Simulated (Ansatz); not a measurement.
```yaml
crystal:
  lattice:
    - [2.18355, -3.78202, 7.42191]
    - [2.18355, -3.78202, -7.42191]
    - [4.36710, 7.56403, 0.00000]
  atoms:
    - { symbol: N, position: [0.99539, 0.67128, 0.16667] }
    - { symbol: N, position: [0.49539, 0.17128, 0.66667] }
    - { symbol: N, position: [0.99539, 0.67128, 0.66667] }
    - { symbol: N, position: [0.42128, 0.24539, 0.16667] }
    - { symbol: N, position: [0.92128, 0.74539, 0.16667] }
    - { symbol: N, position: [0.42128, 0.24539, 0.66667] }
    - { symbol: N, position: [0.92128, 0.74539, 0.66667] }
    - { symbol: N, position: [0.07872, 0.25461, 0.33333] }
    - { symbol: N, position: [0.57872, 0.75461, 0.33333] }
    - { symbol: N, position: [0.07872, 0.25461, 0.83333] }
    - { symbol: N, position: [0.57872, 0.75461, 0.83333] }
    - { symbol: N, position: [0.75000, 0.25000, 0.25000] }
    - { symbol: N, position: [0.50461, 0.82872, 0.33333] }
    - { symbol: N, position: [0.00461, 0.32872, 0.83333] }
    - { symbol: N, position: [0.50461, 0.82872, 0.83333] }
```

Not relaxed (largest force 1.9 eV/Å); computed without spin polarisation.

All numbers below come from DFT PBEsol, scalar-relativistic, plane waves, PAW (Ansatz 0.2.0).

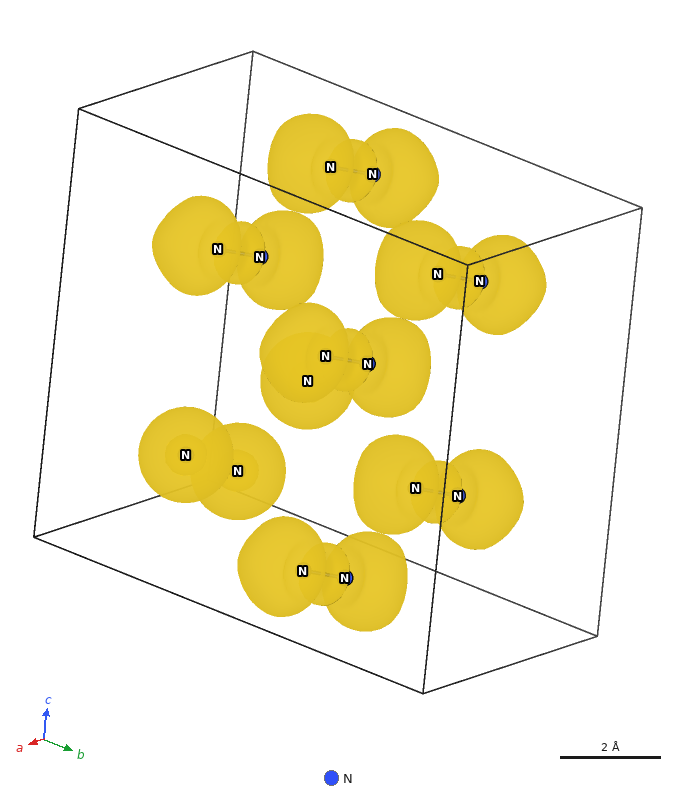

N (cell with a defect). Isosurface of the electron localisation function at 0.75 (yellow), seen slightly off an axis. Core shells and regions of very low density are left out. Sticks mark near contacts.

In a PAW calculation such maps are meaningful between the atoms, not at the nuclei.

What do the ELF domains correspond to?

Answer. At this value the surface marks out six regions between bonded N–N atoms, twelve lobes on N, pointing away from the bonds (lone pairs) and three regions wrapped around N (the valence shell of each), counted in one cell of 15 atoms. Any copies at cell faces, edges or corners count once.

Values along the shortest contacts:
N–N (1.10 Å): the ELF peaks at about 0.85 between the atoms.

Does the calculation give a band gap?

Answer. It is metallic or semimetallic at this level of theory: no gap opens.
